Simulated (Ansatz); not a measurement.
System: Si$_{8}$HC (slab).

```
CELL_PARAMETERS angstrom
3.80169 0.00000 0.00000
0.00000 6.28869 0.00000
0.00000 0.00000 20.79590
ATOMIC_POSITIONS crystal
Si 0.00000 0.93696 0.19235
Si 0.00000 0.56304 0.19235
Si 0.50000 0.43696 0.24512
Si 0.50000 0.06304 0.24512
Si 0.50000 0.93303 0.35120
Si 0.50000 0.56697 0.35120
Si 0.00000 0.42616 0.39411
Si 0.00000 0.07384 0.39411
C 0.16667 0.59282 0.45204
H 0.16667 0.59282 0.50477
```

A point of a scan over the structure, not its minimum; not relaxed (largest force 1.7 eV/Å); PAW files of the earlier set (soft_1); the program warned that a starting moment wasn't kept; spin-polarised, but the moments vanished.

The calculation used DFT LDA, scalar-relativistic, plane waves, PAW (Ansatz 0.2.0).

Predict the valence pseudo-density and electron localisation function between the atoms.

Answer. C–H (1.10 Å): ρ at the midpoint is about 1.9 e/Å³; the ELF climbs to about 1 towards the hydrogen, as it does in any bond to H; a covalent bond by its length.
Si–C (1.72 Å): ρ is about 1.1 e/Å³ halfway; the ELF peaks at about 0.90 between the atoms.

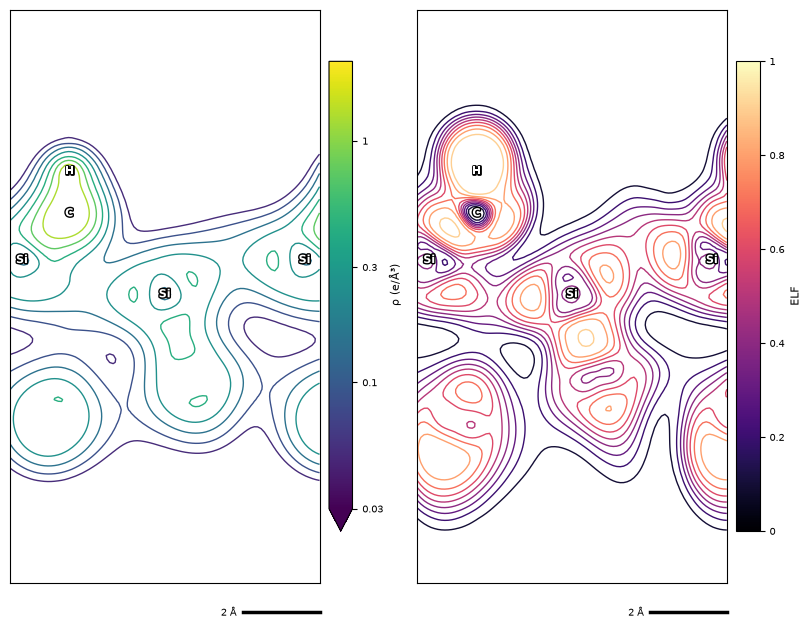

Computed valence pseudo-density and electron localisation function on the (11̄0) plane of the calculation cell, a cut from vacuum to vacuum, in this order. Atoms just off the plane (Si, 0.4 Å away) can leave unmarked features too.

The density is the valence pseudo-density of a PAW calculation; it isn't the true density close to the nuclei.
